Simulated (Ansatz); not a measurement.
# Ru: 6 runs along one coordinate

System: Ru (Cmcm, 2 atoms in the cell).
Method: DFT PBEsol, scalar-relativistic, plane waves, PAW, PAW set soft_1, no spin polarisation (Ansatz 0.2.0).

The 6 runs differ only in the geometry, by a shift of atoms along one path in a fixed cell. The shift s is measured from run 4: Ru1 moves along the Cartesian direction (0.00, 1.00, 0.00), and Ru2 with it in fixed proportion. The structure derives from an entry of the Crystallography Open Database.

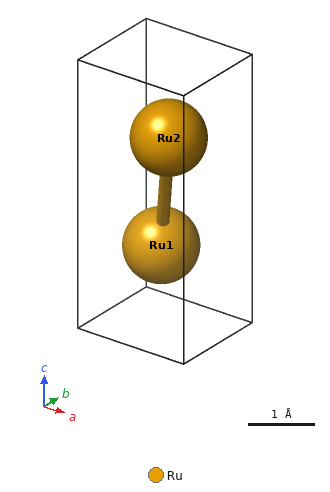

Figure 1. The structure of run 4 (ball-and-stick view of the cell of the calculation, seen slightly off an axis; atoms are numbered from 1 in the order of the input).

### Input of run 4
```yaml
crystal:
  lattice:
    - [2.6896847532, 0.0, 0.0]
    - [-1.3448423766, 2.3293353245, 0.0]
    - [0.0, 0.0, 4.2523798378]
  atoms:
    - { symbol: Ru, position: [0.3433576522, 0.6867153044, 0.25] }
    - { symbol: Ru, position: [0.6566423478, 0.3132846956, 0.75] }
basis:
  ecutwfc: 420
kpoints:
  mp_grid: { grid: [18, 18, 10] }
hamiltonian:
  xc: pbesol
  pseudopotentials: { kind: paw, azcp: { folder: soft_1 } }
scf:
  occupations: { method: gaussian, width: 0.15 }
output:
  forces: true
  stress: true
  eigenvalues: true
```

Command:
```bash
ansatz run input.yaml --threads 1 --pin off --max-ram 2048MiB --backend cpu --events-out ev --progress --plain --runs-dir out
```

Run 3 differs from it as follows:
```diff
-    - { symbol: Ru, position: [0.3433576522, 0.6867153044, 0.25] }
-    - { symbol: Ru, position: [0.6566423478, 0.3132846956, 0.75] }
+    - { symbol: Ru, position: [0.3233090145, 0.646618029, 0.25] }
+    - { symbol: Ru, position: [0.6766909855, 0.353381971, 0.75] }
```

### Results, with one run withheld

| run | shift s of Ru1 (Å) | free energy per atom, from the lowest run given (meV) | pressure (GPa) | force along the path (eV/Å) |
| --- | --- | --- | --- | --- |
| 1 | −0.1867 | 135.83 | 3.72 | 4.326 |
| 2 | −0.1400 | 51.20 | 1.74 | 2.895 |
| 3 | −0.0934 | ? | ? | ? |
| 4 | 0.0000 | 0.00 | 0.49 | −1.370 |
| 5 | 0.0466 | 46.50 | 1.91 | −2.588 |
| 6 | 0.0933 | 119.62 | 4.26 | −3.664 |

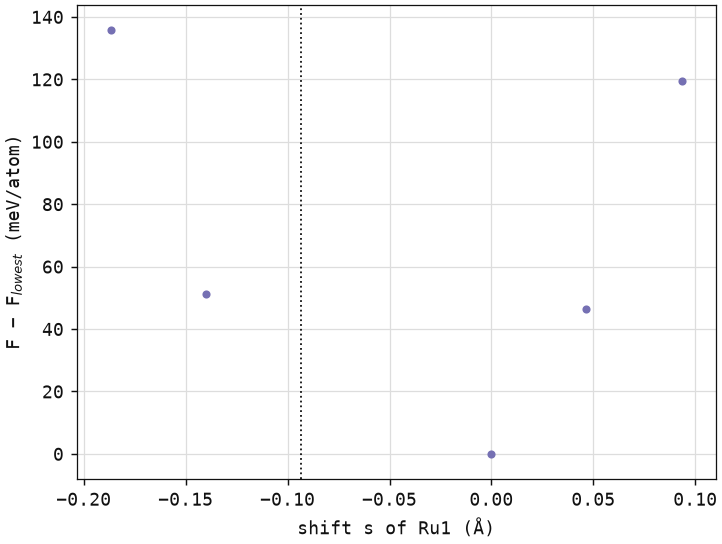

Figure 2. Free energy per atom of the runs given; the dotted line marks run 3.

Estimate the energy of run 3 from the others.

A cubic polynomial in the coordinate, fitted to the 5 runs given, misses them by at most 0.58 meV per atom. With x = s + 0.0374, it reads F = −14.384 + 131.77 x + 7210.9 x² − 2779 x³ (meV per atom). At run 3 it gives 1.34 meV per atom, and the run itself gives 0.65. The slope of the fit gives a force −dF/ds of 1.404 eV/Å along the path (summed over the atoms that move), and the printed forces give 1.448 eV/Å. The fit has its minimum at s = −0.0465 Å. So low a polynomial doesn't follow these energies more closely.

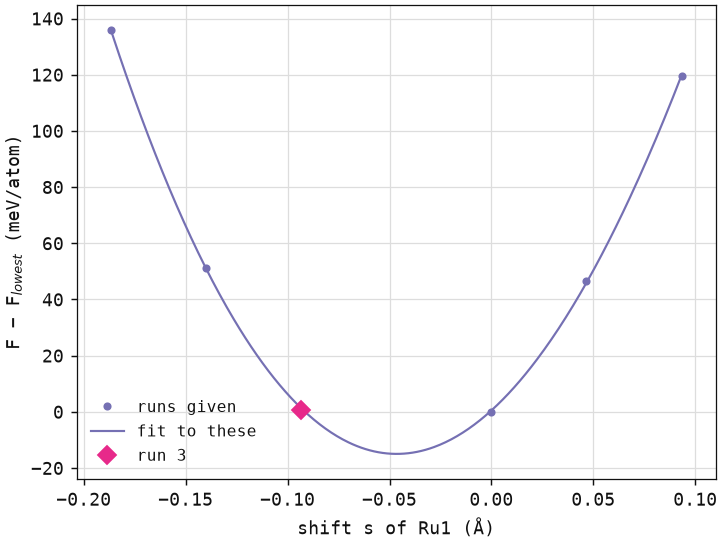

Figure 3. The fit and the withheld run.

### Output, shortened to warnings, some set-up lines, iterations and results (run 3)
```
Warning: [file] the record states the generating functional pbe (its physics header spells it `PBE`), which answers neither for hamiltonian.xc's functional nor for the pbesol family's — results may be inconsistent (PPs are generated against a specific XC)
Basis set: ecut = 420 eV, 537 PW (Γ), exchange–correlation on 36×36×60 points (8 copies of the dense FFT grid, shifted against one another)
Symmetry: 8 space group operations
k-points: 546 of 3240
Initial density: superposition of atomic densities (chi_scale 0.1, normalization cell)
[...]
SCF iter   1: F=—  HF=-11634.523968 eV  |F-HF|=—  |Δ(HF+E_count)|=         —  Δρ=1.31e-1  dr2=4.33e0  ethr=3.10e-3  ⟨swp⟩=5.0  Hψ=42192  notcnv=0
SCF iter   2: F=—  HF=-11633.471538 eV  |F-HF|=—  |Δ(HF+E_count)|=    1.05e0  Δρ=7.00e-2  dr2=1.22e0  ethr=3.10e-3  ⟨swp⟩=2.3  Hψ=22209  notcnv=0  defer=80
SCF iter   3: F=—  HF=-11633.067915 eV  |F-HF|=—  |Δ(HF+E_count)|=   4.04e-1  Δρ=3.93e-3  dr2=1.70e-3  ethr=3.10e-3  ⟨swp⟩=2.0  Hψ=17231  notcnv=0  defer=80
SCF iter   4: F=—  HF=-11633.069843 eV  |F-HF|=—  |Δ(HF+E_count)|=   1.93e-3  Δρ=4.44e-4  dr2=3.16e-5  ethr=5.32e-6  ⟨swp⟩=2.4  Hψ=23439  notcnv=0  defer=71
SCF iter   5: F=—  HF=-11633.069837 eV  |F-HF|=—  |Δ(HF+E_count)|=   6.02e-6  Δρ=1.75e-4  dr2=5.53e-6  ethr=9.86e-8  ⟨swp⟩=2.0  Hψ=18179  notcnv=0  defer=71
SCF iter   6: F=-11633.069835 eV  HF=-11633.069835 eV  |F-HF|=3.28e-8  |Δ(HF+E_count)|=   2.17e-6  Δρ=2.32e-5  dr2=5.48e-8  ethr=3.13e-10  ⟨swp⟩=4.2  Hψ=51629  notcnv=0
SCF 1 converged in 6 iterations: F = -11633.069835 eV  dr2 = 5.48e-8
SCF converged after 6 iterations
Free energy (F): -11633.069835 eV
Harris-Foulkes:  -11633.069835 eV  (|F-HF|=3.28e-8)
Internal energy: -11633.050644 eV  (E = F + TS)
E sigma→0 (E₀):  -11633.060239 eV
Entropy (-TS):   -0.019191 eV (-9.596 meV/atom)
Fermi energy:    23.730146 eV
--- Per-component energies (eV) ---
  E_band       = -100.614353
  E_kinetic    = 921.727160
  E_local      = -2501.795845  (includes V_loc(G=0)·N_el)
  E_nonlocal   = 828.594697
  E_hartree    = 827.133992
  E_xc         = -338.995503
  E_vxc        = -430.108039  (∫ρ·V_xc dr)
  E_paw        = -6880.025962  (= ΣΔE_a)
  E_vpaw       = -573.293518  (= ΣTr[D̂ρ^β])
  E_aug_tail   = 0.001186  (compensation charges beyond the density's cutoff)
  E_ewald      = -4490.196961
  E_core_change = 0.506593  (= ΣΔE_core)
  E_smearing   = -0.019191  (= −TS)
  E_closure    = 0.000000  (closes the sum)
  Σ components = -11633.069835   (vs F -11633.069835, Δ=0.00e0)
--- Forces (eV/Å), atoms counted from 1 ---
  atom   1  Ru     0.00000000     0.72420257     0.00000000
  atom   2  Ru     0.00000000    -0.72420257     0.00000000
  max |Σ_I F_I| component: 0.00e0 eV/Å
--- Stress (GPa, compression-positive) ---
        2.059291       0.000000       0.000000
        0.000000      -1.548843       0.000000
        0.000000       0.000000       0.917485
  P = ⅓ Tr σ = 0.4760 GPa (4.760 kbar)
```

Warnings of the run: the PAW datasets were made with another functional.
